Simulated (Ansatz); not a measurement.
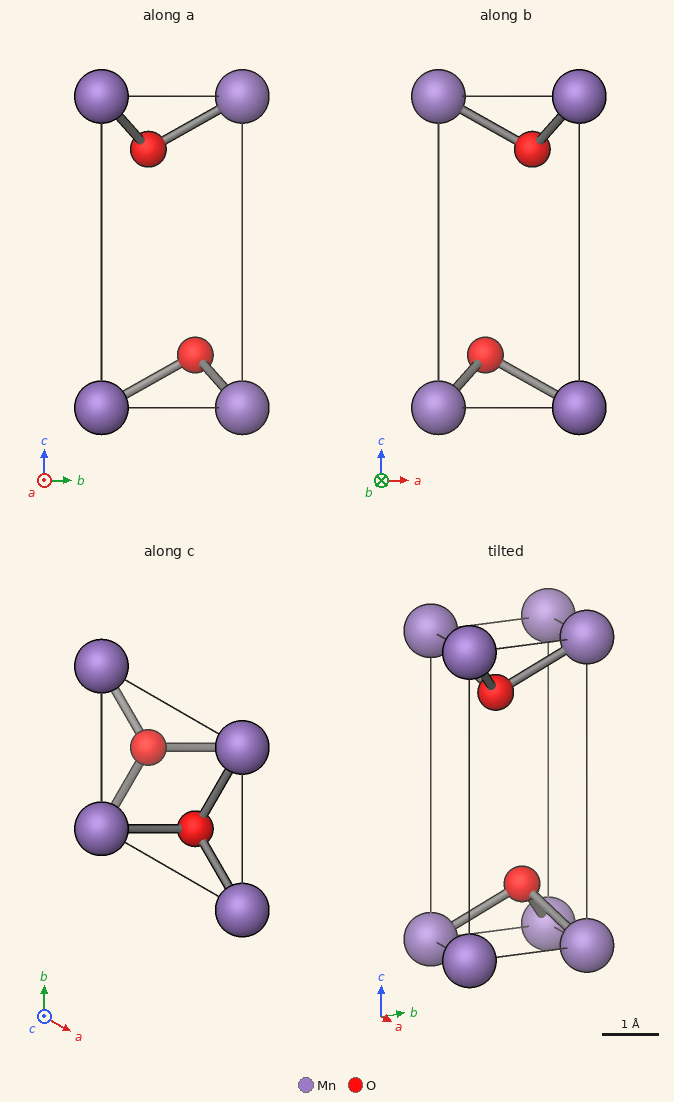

Shown here is a ball-and-stick view of the crystal, taken along the a axis, along the b axis, along the c axis and slightly off an axis. Lines trace the edges of the conventional unit cell.

Lattice parameters: a = 2.926 Å, b = 2.926 Å, c = 5.603 Å, α = 90.00°, β = 90.00°, γ = 120.00°. Put a along x and b in the xy plane.

Question: Write down what is shown as a POSCAR file, with free fractional coordinates to two decimals.

Answer:
```
Mn O
1.0
     2.926    0.000    0.000
    -1.463    2.534    0.000
     0.000    0.000    5.603
Mn O
1 2
Direct
  0.00 0.00 0.00
  0.3333 0.6667 0.17
  0.6667 0.3333 0.83
```

Provenance: a structure type filled with these elements by a generator (whether the compound takes this form wasn't checked). It was relaxed at fixed volume with DFT PBE+U, scalar-relativistic, plane waves, PAW in Ansatz 0.2.0.
